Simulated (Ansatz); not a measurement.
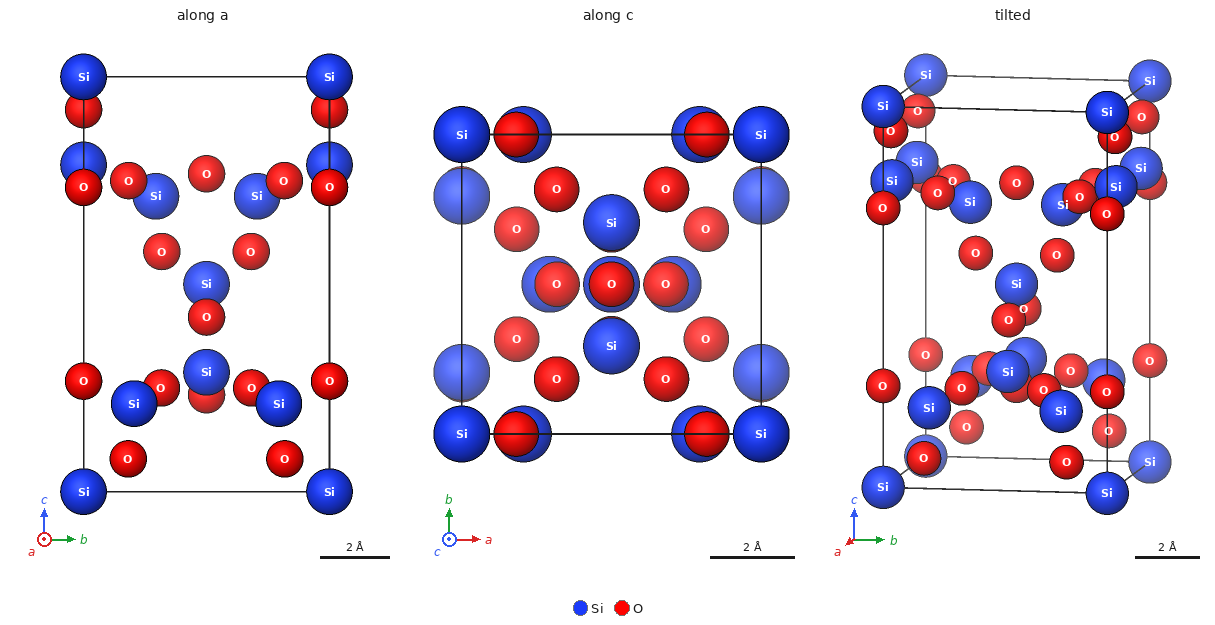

Structure drawing (spheres-only), viewed along the a axis, along the c axis and slightly off an axis. The frame is the conventional unit cell; atoms at its boundary are shown with their periodic copies.

Summary of the structure:

- Chemical formula SiO₂.
- The lattice is body-centred tetragonal and the space group I-4m2 (No. 119).
- The cell comprises 10 formula units: 10 Si, 20 O.
- Si is linked to four O in a tetrahedral arrangement at about 1.6 Å. Each O has two Si in a bent arrangement at about 1.6 Å.

Starting structure: a structure listed in the Materials Project. Earlier steps of the study, as a rule a relaxation of our own, may have changed the cell and positions, so they can lie some per cent off the listed ones. A calculation with Ansatz used it as input.
